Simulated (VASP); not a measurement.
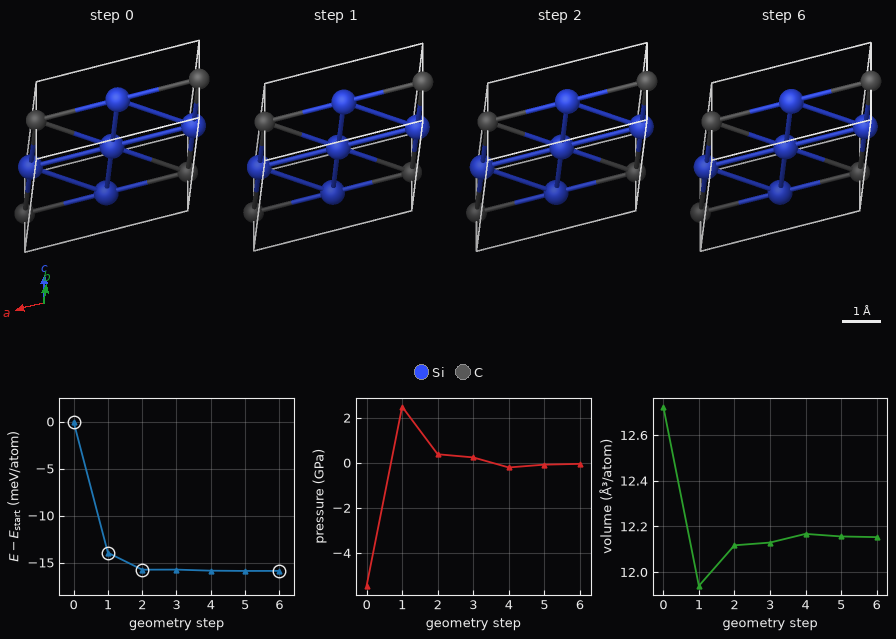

Frames of a relaxation of solid Si₃C (a generated structure, set up in P6/mmm), marked on the history of the run. The picture is a ball-and-stick view of the cell of the calculation, seen from a free direction.

The run lets cell and atoms move.

Computed with Kohn-Sham DFT of a periodic cell, PBE with MBD, VASP PAW PBE potentials, recommended (VASP 6.6.1).

Input file:
```
SYSTEM = Si3C
ALGO = Normal
EDIFF = 1E-6
EDIFFG = -0.005
ENCUT = 600
GGA = PE
IBRION = 2
ISIF = 3
ISMEAR = -1
IVDW = 202
LASPH = .TRUE.
LCHARG = .FALSE.
LREAL = .FALSE.
LWAVE = .FALSE.
NELM = 80
NSW = 60
PREC = Accurate
SIGMA = 0.05
```

Run as
```bash
cat potpaw_PBE.64/Si/POTCAR potpaw_PBE.64/C/POTCAR > POTCAR
mpirun -np 1 vasp_std > vasp.out
```

### What happens along the run?

Over 6 geometry steps the energy falls by 15.9 meV per atom. All forces vanish by symmetry, so only the cell relaxes. The pressure goes from −5.46 to −0.04 GPa. The atoms keep their places relative to the cell (all moves are under 0.005 Å). The volume changes by −4.5 %, with a = b 4.915 → 4.802 Å (−2.3 %), c 2.433 → 2.435 Å (+0.1 %). Some distances before and after: Si–Si 2.457 → 2.401 Å, C–Si 2.457 → 2.401 Å. The space group stays P6/mmm (No. 191). From step 0 to 1: volume −6.2 %, energy −13.9 meV per atom. From step 1 to 2: volume +1.5 %, energy −1.8 meV per atom. From step 2 to 6: volume +0.3 %, energy −0.1 meV per atom.

```tsv
step	E − E(0), meV/atom	pressure, GPa	volume, Å³/atom
0	0.00	-5.46	12.725
1	-13.94	2.49	11.940
2	-15.75	0.38	12.118
3	-15.74	0.24	12.130
4	-15.85	-0.20	12.168
5	-15.88	-0.08	12.156
6	-15.88	-0.04	12.153
```
